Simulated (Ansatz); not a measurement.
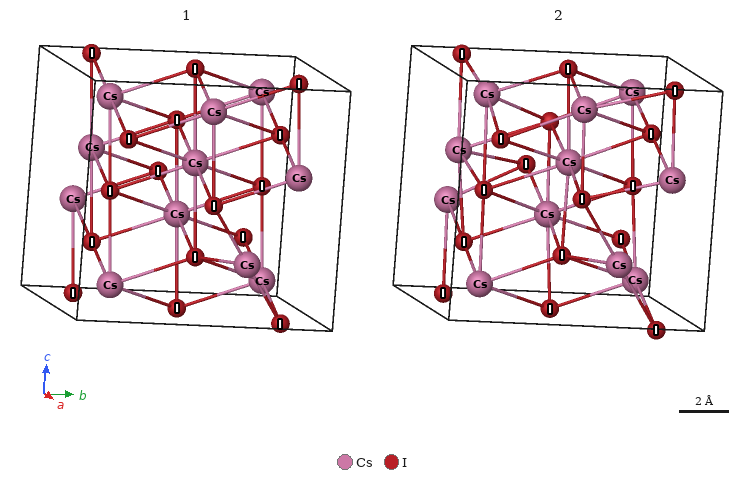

Two geometries of a defect cell of composition Cs$_{11}$I$_{12}$ (cell charge −1) (started half-way along a vacancy jump, in the symmetry of that start), drawn at one scale. One is the start of a relaxation, the other its converged end. Style: ball-and-stick. Shown: the cell of the calculation, reduced to other axes (origin shifted), slightly off an axis. Lengths and directions refer to the drawn axes.

These are results of DFT PBEsol, scalar-relativistic, plane waves, PAW (Ansatz), not measurements. Settings: plane-wave cutoff 420 eV; k-point mesh 2 × 2 × 2; occupations gaussian; smearing width 0.05 eV; no spin polarisation; atoms relaxed in a fixed cell; force threshold 0.02 eV/Å; at most 60 steps.

Q: Which of the two is the end point?

A: Structure 2 is the relaxed one. The largest moves, 0.35 Å, are those of I atoms. Largest moves by element: I 0.35 Å, Cs 0.27 Å. The cell doesn't change. Among the contacts that change: Cs–I 3.184 → 3.536 Å, Cs–I 3.900 → 3.713 Å, Cs–I 3.900 → 4.081 Å, Cs–I 3.900 → 3.744 Å. Among the angles between lasting bonds that change: Cs–I–Cs 70.5° → 73.0°, Cs–I–Cs 109.5° → 107.3°. Over 4 geometry steps the energy falls by 0.909 eV per cell of the calculation. The largest force component goes from 0.96 to 0.0055 eV/Å. The run took about 8 core-minutes on a shared host.

Limits of the set-up: the cell is charged, on a uniform background, and energies carry no finite-size correction.
